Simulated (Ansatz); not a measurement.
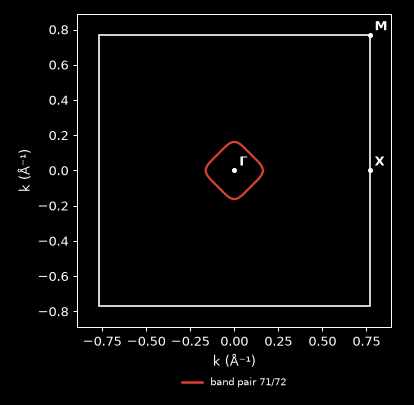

Constant-energy contours of one free-standing CuI layer cut from the bulk crystal (space group of the slab cell P4/nmm), 0.10 eV below the valence-band maximum (one colour a band).

Computed with DFT PBE, spin-orbit coupling, plane waves, PAW; levels and slopes on a dense k mesh at the converged density in Ansatz. Non-magnetic. With an inversion centre and no moment every band is doubly degenerate; a pair is shown and named once. The levels come from a k mesh of 26×26×1 points. Cell and positions as given, without relaxation. The cell comes from a database of computed structures, not from a measurement.

Masses come from a second pass at points close to the extrema; at the energies drawn a band may no longer be parabolic.

Describe the band extrema that these surfaces surround.

Band pair 71/72 forms the valence edge. Within this energy: one maximum at Γ, mass 0.60 mₑ in all directions.

And the gap?

The gap is direct, 1.96 eV at this level of theory (semilocal functionals give gaps that are too small, and can reorder valleys that lie close).
